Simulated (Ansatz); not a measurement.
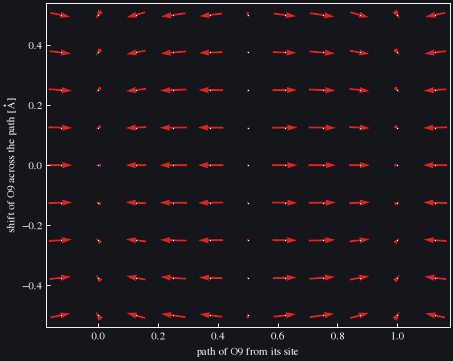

SiO₂ (P4_2/mnm phase) with one O vacancy (11 atoms in the cell). An atom moved over a plane that holds its own site and a neighbouring vacancy (x along [0 −1 1], y along [0 1 1], z along [−1 0 0] of the conventional cell). Coordinates scanned: (1) path of O9 from its site (0) to the vacancy (1), 2.312 Å; (2) shift of O9 across the path, along the Cartesian direction [−1 1 0]. Nothing is relaxed (all other atoms held at the sites of the perfect crystal). The scan uses an 11 × 9 grid; 30 points were computed and 69 follow by symmetry. Points are written as (first, second). The band gap closes in part of the range. Method: DFT PBE, scalar-relativistic, plane waves, PAW (Ansatz). Settings: cutoff 420 eV, k-mesh 6×6×6, gaussian smearing 0.05 eV, no spin polarisation.

In the figure: dots at the grid points, arrows along the force (downhill), their lengths compressed.

> The arrows alone are given. Where are the wells?

The arrows converge at (0.000, 0.000 Å) [nearest 2 Si at 1.77 Å]; (1.000, 0.000 Å) [nearest 2 Si at 1.77 Å] (read from the interpolated surface).

The energy map of the same scan:

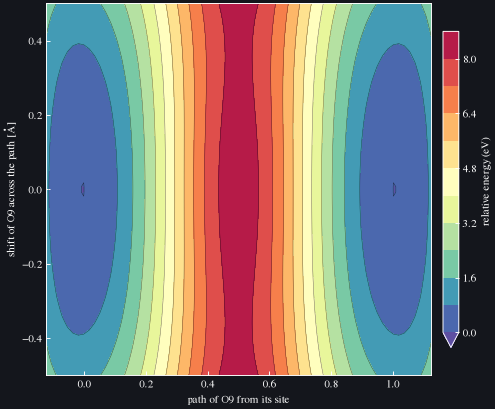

Energies are in eV, from the lowest grid point; between grid points the surface is interpolated.

PAW datasets: the set soft_1.
